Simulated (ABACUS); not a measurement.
GaN: single-point calculation at one volume of an equation of state (part 2 of 2)

Continued. System: GaN (F-43m, 2 atoms in the cell). Method: Kohn-Sham DFT of a periodic cell, PBE, PseudoDojo NC SR 0.4.1 PBE standard, no spin polarisation (ABACUS 3.10.1); cutoff 1142.88 eV, 10×10×10 k-mesh, fermi-dirac of 0.05 eV. The structure derives from a Materials Project entry. It belongs to a series of runs on one base structure; here: volume scaled by 0.96.

Geometry of the input (Å; fractional positions):
```
0.0000  2.2230  2.2230
2.2230  0.0000  2.2230
2.2230  2.2230  0.0000
Ga 0.0000  0.0000  0.0000
N  0.2500  0.2500  0.2500
```

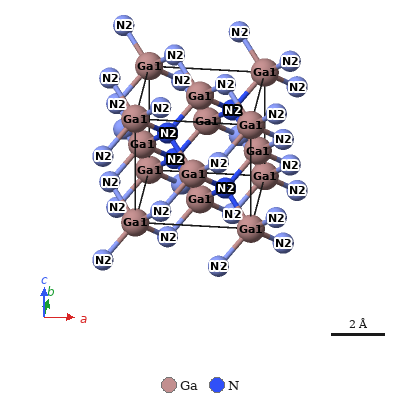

The structure as given in the input (ball-and-stick view of the cell 4 times as large as that of the calculation, set on its symmetry axes, seen at an oblique angle; neighbours outside the cell are drawn fainter; atoms are numbered from 1 in the order of the input).

Log, continued
```
 number of pseudo atomic orbitals for Ga is 3
WARNING: norm of atomic wavefunction # 2 of atomic type Ga is 0.999997, renormalized
WARNING: norm of atomic wavefunction # 3 of atomic type Ga is 0.998668, renormalized

 number of pseudo atomic orbitals for N is 2
WARNING: norm of atomic wavefunction # 2 of atomic type N is 0.999999, renormalized

 -------------------------------------------
 SELF-CONSISTENT
 -------------------------------------------
                                 init_chg = atomic

 PW ALGORITHM --------------- ION=   1  ELEC=   1--------------------------------

 Density error is 0.525829698705
                          Error Threshold = 0.01
----------------------------------------------------------
     Energy           Rydberg                 eV
----------------------------------------------------------
 E_KohnSham     -173.5438180794      -2361.1847785551
 E_Harris       -173.5916094663      -2361.8350137330
 E_Fermi        0.7946839403         10.8122296966
----------------------------------------------------------

 PW ALGORITHM --------------- ION=   1  ELEC=   2--------------------------------

 Density error is 0.279142635384
                          Error Threshold = 0.00292127610392
----------------------------------------------------------
     Energy           Rydberg                 eV
----------------------------------------------------------
 E_KohnSham     -173.7023662608      -2363.3419372299
 E_Harris       -173.9135841140      -2366.2157035524
 E_Fermi        0.9943245152         13.5284790683
----------------------------------------------------------

 PW ALGORITHM --------------- ION=   1  ELEC=   3--------------------------------

 Density error is 0.00185514175588
                          Error Threshold = 0.0015507924188
----------------------------------------------------------
     Energy           Rydberg                 eV
----------------------------------------------------------
 E_KohnSham     -173.7556505157      -2364.0669067097
 E_Harris       -173.6807859169      -2363.0483215878
 E_Fermi        0.8965194881         12.1977734066
----------------------------------------------------------

 PW ALGORITHM --------------- ION=   1  ELEC=   4--------------------------------

 Density error is 9.17853527262e-05
                          Error Threshold = 1.03063430882e-05
----------------------------------------------------------
     Energy           Rydberg                 eV
----------------------------------------------------------
 E_KohnSham     -173.7558770065      -2364.0699882760
 E_Harris       -173.7823951305      -2364.4307858628
 E_Fermi        0.9005308963         12.2523514153
----------------------------------------------------------

 PW ALGORITHM --------------- ION=   1  ELEC=   5--------------------------------

 Density error is 1.46620753214e-05
                          Error Threshold = 5.09918626257e-07
----------------------------------------------------------
     Energy           Rydberg                 eV
----------------------------------------------------------
 E_KohnSham     -173.7558767615      -2364.0699849422
 E_Harris       -173.7615671457      -2364.1474065905
 E_Fermi        0.9006717134         12.2542673294
----------------------------------------------------------

 PW ALGORITHM --------------- ION=   1  ELEC=   6--------------------------------

 Density error is 3.12792520956e-06
                          Error Threshold = 8.14559740079e-08
----------------------------------------------------------
     Energy           Rydberg                 eV
----------------------------------------------------------
 E_KohnSham     -173.7558798666      -2364.0700271897
 E_Harris       -173.7487492241      -2363.9730098203
 E_Fermi        0.9010724684         12.2597198815
----------------------------------------------------------

 PW ALGORITHM --------------- ION=   1  ELEC=   7--------------------------------

 Density error is 2.77774338773e-07
                          Error Threshold = 1.73773622753e-08
----------------------------------------------------------
     Energy           Rydberg                 eV
----------------------------------------------------------
 E_KohnSham     -173.7558800873      -2364.0700301923
 E_Harris       -173.7546852411      -2364.0537734753
 E_Fermi        0.9010007727         12.2587444108
----------------------------------------------------------

 PW ALGORITHM --------------- ION=   1  ELEC=   8--------------------------------

 Density error is 8.18173663065e-09
                          Error Threshold = 1.54319077096e-09
----------------------------------------------------------
     Energy           Rydberg                 eV
----------------------------------------------------------
 E_KohnSham     -173.7558801295      -2364.0700307661
 E_KS(sigma->0) -173.7558801295      -2364.0700307661
 E_Harris       -173.7554774535      -2364.0645520788
 E_band         1.5614965983         21.2452511444
 E_one_elec     -50.1694937130       -682.5909802718
 E_Hartree      42.8780731283        583.3861138059
 E_xc           -48.1916654792       -655.6812466275
 E_Ewald        -118.2727940656      -1609.1839176726
 E_entropy(-TS) -0.0000000000        -0.0000000000
 E_descf        0.0000000000         0.0000000000
 E_exx          0.0000000000         0.0000000000
 E_Fermi        0.9009938945         12.2586508288
----------------------------------------------------------

 charge density convergence is achieved
 final etot is -2364.0700308 eV
 EFERMI = 12.258650829 eV

 STATE ENERGY(eV) AND OCCUPATIONS    NSPIN == 1
 1/12 kpoint (Cartesian) = 0.0000 0.0000 0.0000 (1917 pws)
       1       -4.99778     0.00200000
       2       -2.35499     0.00200000
       3       -2.35499     0.00200000
       4       -2.35499     0.00200000
       5       -2.00598     0.00200000
       6       -2.00598     0.00200000
       7        11.2619     0.00200000
       8        11.2619     0.00200000
       9        11.2619     0.00200000
      10        13.2876    2.30951e-12
      11        21.8819    5.18176e-87
      12        21.8819    5.18176e-87
      13        21.8819    5.18176e-87

 2/12 kpoint (Cartesian) = 0.022492 0.022492 0.022492 (1925 pws)
       1       -4.88061      0.0160000
       2       -2.34002      0.0160000
       3       -2.34002      0.0160000
       4       -2.31667      0.0160000
       5       -2.00744      0.0160000
       6       -2.00744      0.0160000
       7        10.1837      0.0160000
       8        11.1502      0.0160000
       9        11.1502      0.0160000
      10        14.1090    1.35627e-18
      11        21.3774    9.98552e-82
      12        22.0519    1.38359e-87
      13        22.0519    1.38359e-87

 3/12 kpoint (Cartesian) = 0.044983 0.044983 0.044983 (1937 pws)
       1       -4.58370      0.0160000
       2       -2.30539      0.0160000
       3       -2.30539      0.0160000
       4       -2.15275      0.0160000
       5       -2.00608      0.0160000
       6       -2.00608      0.0160000
       7        8.32437      0.0160000
       8        10.8755      0.0160000
       9        10.8755      0.0160000
      10        15.1978    4.72940e-28
      11        20.5778    8.80212e-75
      12        22.3167        0.00000
      13        22.3167        0.00000

 4/12 kpoint (Cartesian) = 0.067475 0.067475 0.067475 (1916 pws)
       1       -4.26456      0.0160000
       2       -2.27488      0.0160000
       3       -2.27488      0.0160000
       4       -1.99084      0.0160000
       5       -1.99084      0.0160000
       6       -1.74271      0.0160000
       7        6.37426      0.0160000
       8        10.5649      0.0160000
       9        10.5649      0.0160000
      10        15.9025    3.58020e-34
      11        20.1778    2.62596e-71
      12        22.2643        0.00000
      13        22.2643        0.00000

 5/12 kpoint (Cartesian) = 0.089967 0.089967 0.089967 (1937 pws)
       1       -4.07176      0.0160000
       2       -2.26202      0.0160000
       3       -2.26202      0.0160000
       4       -1.96563      0.0160000
       5       -1.96563      0.0160000
       6       -1.09374      0.0160000
       7        4.71139      0.0160000
       8        10.3324      0.0160000
       9        10.3324      0.0160000
      10        16.1722    1.62887e-36
      11        20.1608    3.68997e-71
      12        22.0069    3.40166e-87
      13        22.0069    3.40166e-87

 6/12 kpoint (Cartesian) = 0.11246 0.11246 0.11246 (1916 pws)
       1       -4.01575     0.00800000
       2       -2.25979     0.00800000
       3       -2.25979     0.00800000
       4       -1.95306     0.00800000
       5       -1.95306     0.00800000
       6      -0.697733     0.00800000
       7        3.97069     0.00800000
       8        10.2473     0.00800000
       9        10.2473     0.00800000
      10        16.2218    3.01759e-37
      11        20.2025    8.00466e-72
      12        21.8813    2.09698e-86
      13        21.8813    2.09698e-86

[... levels at 6 further k points ...]

------------------------------------------------------------------------------------------
 TOTAL-FORCE (eV/Angstrom)
------------------------------------------------------------------------------------------
                       Ga1         0.0000000000         0.0000000000         0.0000000000
                        N1         0.0000000000         0.0000000000         0.0000000000
------------------------------------------------------------------------------------------

----------------------------------------------------------------
 TOTAL-STRESS (KBAR)
----------------------------------------------------------------
       138.8883714293         0.0000000000        -0.0000000000
         0.0000000000       138.8883714293        -0.0000000000
         0.0000000000        -0.0000000000       138.8883714293
----------------------------------------------------------------
 TOTAL-PRESSURE: 138.888371 KBAR

 --------------------------------------------
 !FINAL_ETOT_IS -2364.0700307660781618 eV
 --------------------------------------------
```

Standard output
```
ABACUS v3.10.1

               Atomic-orbital Based Ab-initio Computation at UStc

%%%%%%%%%%%%%%%%%%%%%%%%%%%%%%%%%%%%%%%%%%%%%%%%%%%%%%%%%%%%%%%%%%%%%%%%%%%%%%%%%%%%%%%%%%%%%%%%%%%%%%%%%
 Warning: the number of valence electrons in pseudopotential > 3 for Ga: [Ar] 3d10 4s2 4p1
 Pseudopotentials with additional electrons can yield (more) accurate outcomes, but may be less efficient.
 If you're confident that your chosen pseudopotential is appropriate, you can safely ignore this warning.
%%%%%%%%%%%%%%%%%%%%%%%%%%%%%%%%%%%%%%%%%%%%%%%%%%%%%%%%%%%%%%%%%%%%%%%%%%%%%%%%%%%%%%%%%%%%%%%%%%%%%%%%%

 UNIFORM GRID DIM        : 36 * 36 * 36
 UNIFORM GRID DIM(BIG)   : 36 * 36 * 36
 ---------------------------------------------------------
 Self-consistent calculations for electrons
 ---------------------------------------------------------
 SPIN    KPOINTS         PROCESSORS  THREADS
 1       47              4           4
 ---------------------------------------------------------
 Use plane wave basis
 ---------------------------------------------------------
 ELEMENT NATOM       XC
 Ga      1
 N       1
 ---------------------------------------------------------
 Initial plane wave basis and FFT box
 ---------------------------------------------------------
 -------------------------------------------
 SELF-CONSISTENT :
 -------------------------------------------
 START CHARGE      : atomic
 ITER       ETOT/eV          EDIFF/eV         DRHO     TIME/s
 DA1     -2.36118478e+03   0.00000000e+00   5.2583e-01   0.45
 DA2     -2.36334194e+03  -2.15715867e+00   2.7914e-01   0.41
 DA3     -2.36406691e+03  -7.24969480e-01   1.8551e-03   0.39
 DA4     -2.36406999e+03  -3.08156633e-03   9.1785e-05   0.49
 DA5     -2.36406998e+03   3.33382944e-06   1.4662e-05   0.42
 DA6     -2.36407003e+03  -4.22475642e-05   3.1279e-06   0.49
 DA7     -2.36407003e+03  -3.00257186e-06   2.7777e-07   0.34
 DA8     -2.36407003e+03  -5.73768924e-07   8.1817e-09   0.47
----------------------------------------------------------------
 TOTAL-STRESS (KBAR)
----------------------------------------------------------------
       138.8883714293         0.0000000000        -0.0000000000
         0.0000000000       138.8883714293        -0.0000000000
         0.0000000000        -0.0000000000       138.8883714293
----------------------------------------------------------------
 TOTAL-PRESSURE: 138.888371 KBAR
```
